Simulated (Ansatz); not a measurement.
KCl

```
K Cl
1.0
     3.13074    3.13074    0.00000
    -3.13074    3.13074    0.00000
     0.00000    0.00000    6.30706
K Cl
2 2
Direct
  0.00000 0.00000 0.00000
  0.50000 0.50000 0.50000
  0.00000 0.00000 0.50000
  0.50000 0.50000 0.00000
```

Space group I4/mmm; changed on purpose from its base cell (in-plane strain -0.005, out-of-plane length and atoms relaxed by PAW).

The calculation used Ansatz 0.2.0, DFT, r2SCAN, PAW with Ansatz's default frozen-core files, scalar-relativistic; relaxation of cell and atoms.

What will maps of the valence pseudo-density and electron localisation function show?

Answer. K–Cl (3.13 Å): ρ is about 0.09 e/Å³ halfway; the ELF is about 0.05 at the midpoint (an ionic contact with no shared pair).

Does the calculation give a band gap?

Answer. It is gapped, with a Kohn–Sham gap of 5.9 eV on the k-point mesh (the band edges may lie off the mesh, which would make the gap smaller).

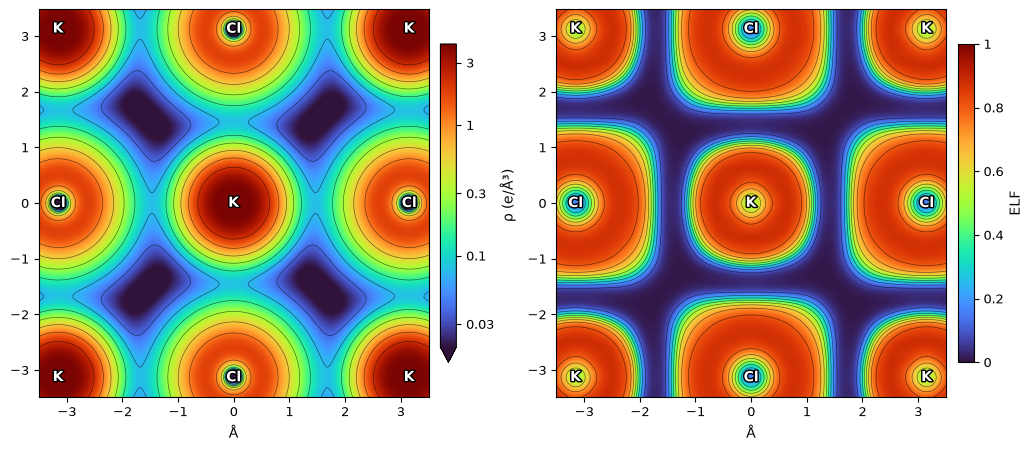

Computed valence pseudo-density and electron localisation function on the (110) plane of the conventional cell, in this order. 
